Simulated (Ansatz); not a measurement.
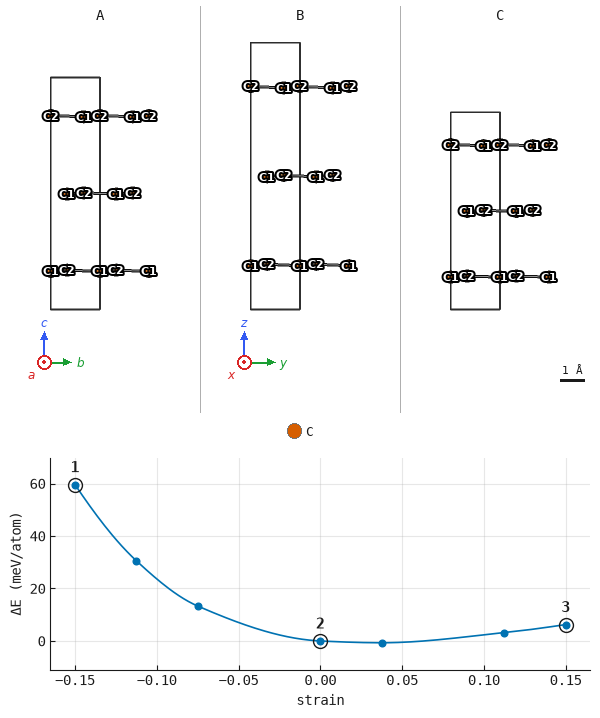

Energy scan for solid C (R-3m), in which the cell is strained along z alone, with the atoms kept at their fractional coordinates. x, y and z are the Cartesian axes of the input. The frames are shuffled; the numbered points of the plot belong to them. A ball-and-stick model of the conventional cell (3 times the calculation's cell), repeated 2 × 2 × 1 with one cell outlined, seen along the a axis. Lengths and directions refer to the drawn axes.

All numbers below come from DFT r2SCAN, scalar-relativistic, plane waves, PAW (Ansatz). (plane-wave cutoff 500 eV; k-point mesh 15 × 15 × 15; occupations gaussian; smearing width 0.05 eV; no spin polarisation). Energies (free energies at the smearing named) are counted from the cell as listed in its source, which wasn't relaxed.

Question: Which frame belongs to which numbered point?

Answer: Point 1 is frame C (the strain −0.15, 59.6 meV/atom); 2 is frame A (the strain 0.00, 0.0 meV/atom); 3 is frame B (the strain 0.15, 6.2 meV/atom). The lowest computed point lies at the strain 0.0375 (−0.7 meV/atom). The distortion keeps the space group R-3m. At the strain −0.15 the cell of the drawing goes c 10.041 → 8.535 Å.
